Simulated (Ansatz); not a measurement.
# WSe$_{2}$ (slab): what the fields show

```yaml
crystal:
  lattice:
    - [3.28549, 0.00000, 0.00000]
    - [-1.64275, 2.84532, 0.00000]
    - [0.00000, 0.00000, 24.23865]
  atoms:
    - { symbol: Se, position: [0.33333, 0.66667, 0.18565] }
    - { symbol: W, position: [0.66667, 0.33333, 0.25516] }
    - { symbol: Se, position: [0.33333, 0.66667, 0.32466] }
    - { symbol: Se, position: [0.33333, 0.16667, 0.45297] }
    - { symbol: W, position: [0.66667, 0.83333, 0.52247] }
    - { symbol: Se, position: [0.33333, 0.16667, 0.59197] }
```

PAW files of the earlier set (soft_1).

All numbers below come from DFT PBE+D3(BJ), scalar-relativistic, plane waves, PAW (Ansatz).

The density is the valence pseudo-density of a PAW calculation; it isn't the true density close to the nuclei.

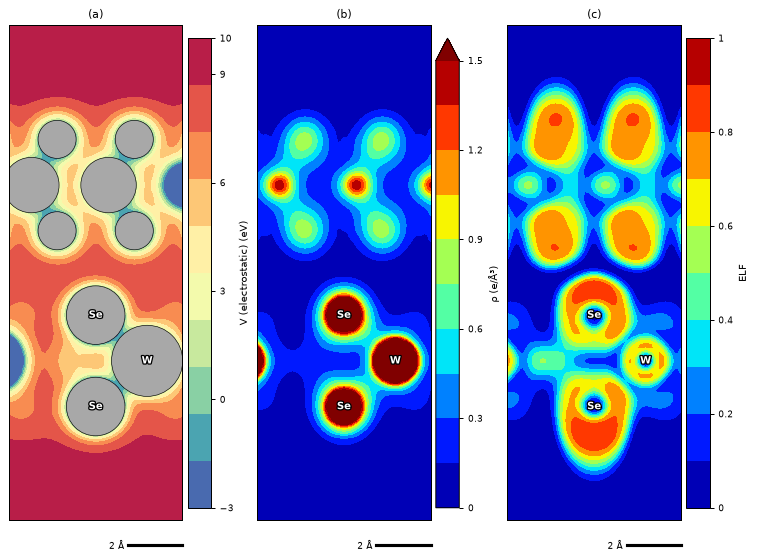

Figure 1. (a) electrostatic potential (local pseudopotential plus Hartree) felt by an electron; (b) valence pseudo-density; (c) ELF on the (110) plane of the calculation cell, a cut from vacuum to vacuum. Grey discs cover the atomic cores in the potential map.

**What do the fields say about this system?**

The section cuts through Se and W sites. Atoms just off the plane (Se, 0.8 Å away and W, 0.8 Å away) can leave unmarked features too. W–Se (2.54 Å): the density is about 0.55 e/Å³ at the midpoint; the ELF is about 0.55 at the midpoint. The density dies away to nearly zero in the vacuum. The features right at W lie inside the PAW spheres, where the map follows smoothed inner orbitals and isn't to be read closely. Outside the cores the potential energy rises away from the atoms and is highest in the vacuum; its zero is arbitrary.

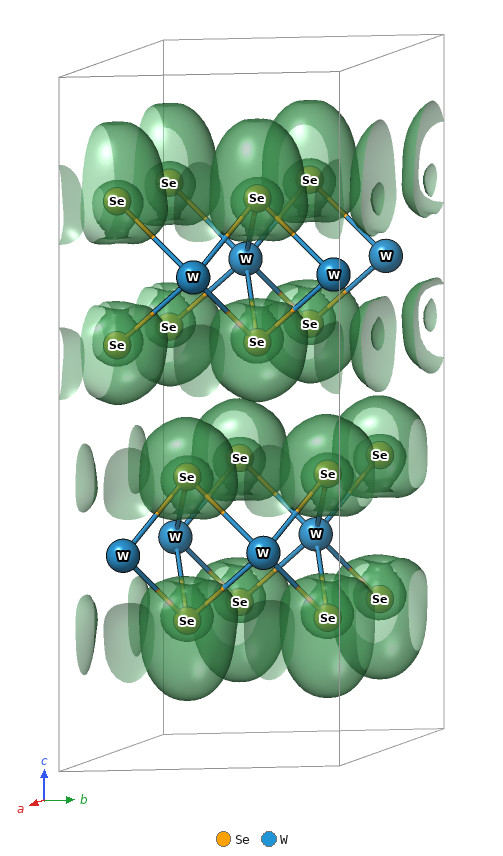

Figure 2. Isosurface of the electron localisation function at 0.65 (green), seen slightly off an axis. Core shells and regions of very low density are left out. Sticks mark near contacts.

**Describe the localisation domains.**

The ELF exceeds this value in four regions wrapped around Se (the valence shell of each), counted in one cell of 6 atoms. Counts are for one cell; the picture repeats the cell along the surface.

**Does the calculation give a band gap?**

It is gapped, with a Kohn–Sham gap of 1.4 eV on the k-point mesh (the band edges may lie off the mesh, which would make the gap smaller).
